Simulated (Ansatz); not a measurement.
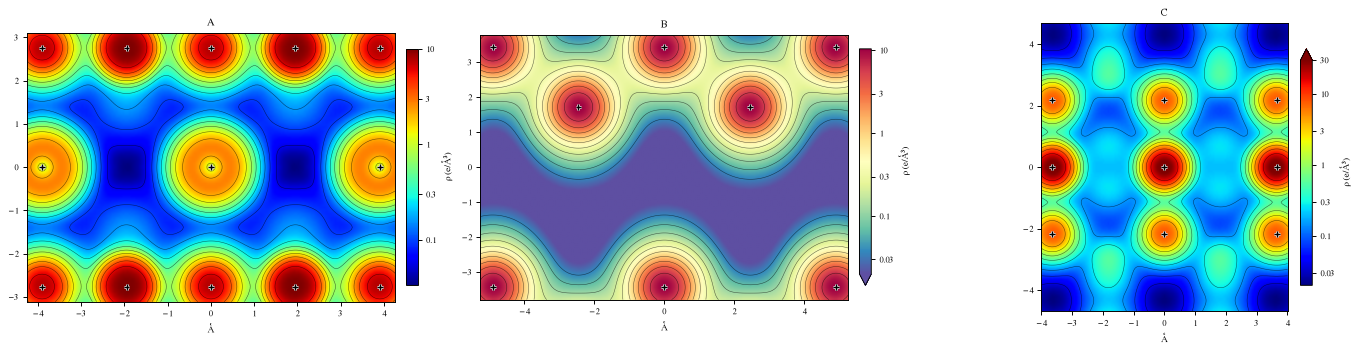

The valence pseudo-density of 3 systems, each on a plane through atoms (crosses mark nuclei in the plane).

The calculation used DFT, PBE, PAW with Ansatz's default frozen-core files, scalar-relativistic (Ansatz).

System 1: HfO2, the (010) plane of the conventional cell. Space group R-3m; changed on purpose from its base cell (equal xy, yz and zx shear strains of -2 %, PAW files); computed pressure about −2 GPa in this cell.

```xyz
9
Lattice="2.5831 0.0000 -2.5831 -2.5831 2.5831 0.0000 5.0127 5.0127 5.0127" Properties=species:S:1:pos:R:3 pbc="T T T"
Hf    0.0000    0.0000    0.0000
Hf    2.5319    2.5319   -0.0512
Hf    2.4808    5.0639    2.4808
O     1.2532    1.2532    1.2532
O     3.7851    3.7851    1.2020
O     3.7339    6.3171    3.7340
O     1.2788    1.2787   -1.3044
O     1.2276    3.8107    1.2276
O     3.7595    3.7595    3.7595
```

System 2: SrTiO3, the (110) plane of the conventional cell. Space group Pm-3m; computed pressure about 4 GPa in this cell; computed without spin polarisation.

```cif
data_structure
_symmetry_space_group_name_H-M 'P 1'
_symmetry_Int_Tables_number 1
_cell_length_a 3.9050
_cell_length_b 3.9050
_cell_length_c 3.9050
_cell_angle_alpha 90.000
_cell_angle_beta 90.000
_cell_angle_gamma 90.000
_cell_volume 59.55
loop_
_atom_site_label
_atom_site_type_symbol
_atom_site_fract_x
_atom_site_fract_y
_atom_site_fract_z
_atom_site_occupancy
Sr1 Sr 0.00000 0.00000 0.00000 1
Ti1 Ti 0.50000 0.50000 0.50000 1
O1 O 0.00000 0.50000 0.50000 1
O2 O 0.50000 0.00000 0.50000 1
O3 O 0.50000 0.50000 0.00000 1
```

System 3: Pb, the (010) plane of the conventional cell. Space group I4₁/amd; a structure from a database of computed crystals, not necessarily the ambient phase; changed on purpose from its base cell (equal xx and yy strain of +1 %, PAW files).

Question: Match each panel to its system.

Answer: Panel A is system 2, SrTiO3: the plane holds Sr, Ti and O. Ti–O (1.95 Å): the density is about 0.71 e/Å³ at the midpoint. Panel B is system 3, Pb: the plane holds Pb. Pb–Pb (3.00 Å): ρ at the midpoint is about 0.29 e/Å³. Panel C is system 1, HfO2: the plane holds Hf and O. Hf–O (2.17 Å): the density is about 0.62 e/Å³ at the midpoint.
